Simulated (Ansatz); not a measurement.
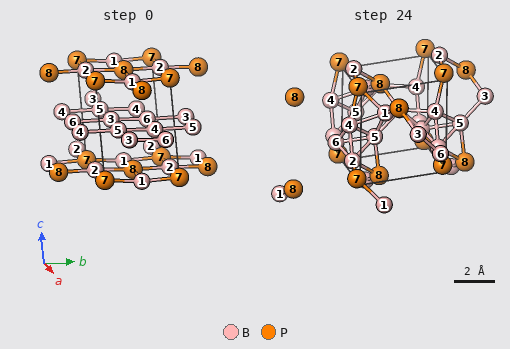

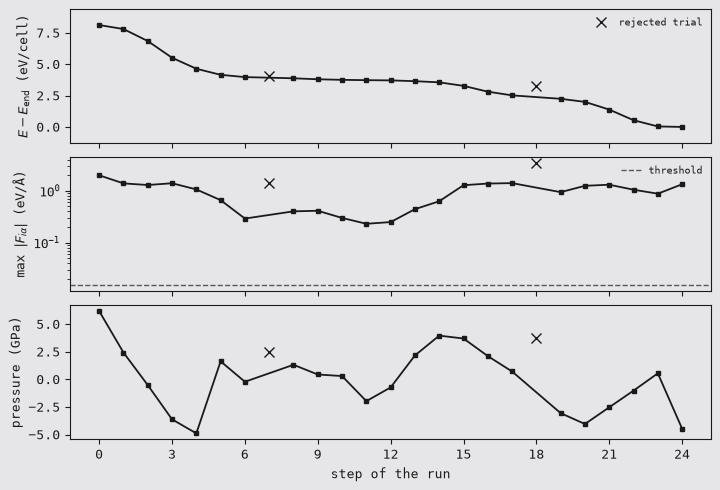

First and last geometry of a relaxation of crystalline B3P (built on the TiAl3 (D0_22)_139 type) (coarse preliminary run), with the history of the run. A ball-and-stick model of the cell of the calculation, seen slightly off an axis.

All numbers below come from Ansatz, DFT PBE, scalar-relativistic, plane waves, PAW. (plane-wave cutoff 420 eV; k-point mesh 6 × 6 × 6; occupations gaussian; smearing width 0.1 eV; no spin polarisation; cell and atoms relaxed; force threshold 0.015 eV/Å; at most 120 steps)

Read the history and describe the run.

Answer. The run was cut off at its time limit before the relaxation converged, so the last structure is only a point on the way. B1 moves most relative to the cell: 1.73 Å roughly along [0 −1 −1]. Largest moves by element: B 1.73 Å, P 0.91 Å. The drawn cell changes as follows: a 3.957 → 4.805 Å (+21.4 %), b 3.909 → 4.552 Å (+16.4 %), c 5.144 → 4.873 Å (−5.3 %), α 91.6° → 77.4°, β 113.4° → 120.1°, γ 89.1° → 93.5°; the volume changes by +23.0 %. Near-neighbour distances that change, for instance: B3–B5 2.016 → 4.684 Å, B1–B4 3.825 → 1.944 Å, B4–B6 2.089 → 3.929 Å, B1–P7 1.944 → 3.732 Å. New bonds form: B1–B3 (2.53 → 1.76 Å), B1–B4 (3.83 → 1.94 Å), B1–B5 (2.63 → 1.78 Å), B2–B4 (2.68 → 1.83 Å). Bonds break: B1–P7 (1.94 → 3.73 Å), B1–P8 (1.92 → 3.11 Å), B2–P7 (1.79 → 3.09 Å), B2–P8 (1.94 → 3.36 Å). Among the angles between lasting bonds that change: B1–P7–B2 85.7° → 113.7°, B1–P8–B2 86.6° → 112.3°, B3–B5–B4 89.4° → 112.0°. The space group stays P1 (No. 1). After 22 accepted moves (24 points after the start) the energy has fallen by 8.121 eV per cell of the calculation. Largest force component: 2 eV/Å at the start, 1.3 eV/Å at the end. The pressure goes from 6.18 to −4.47 GPa. The line search rejected the trial steps at points 7, 18 of the run.
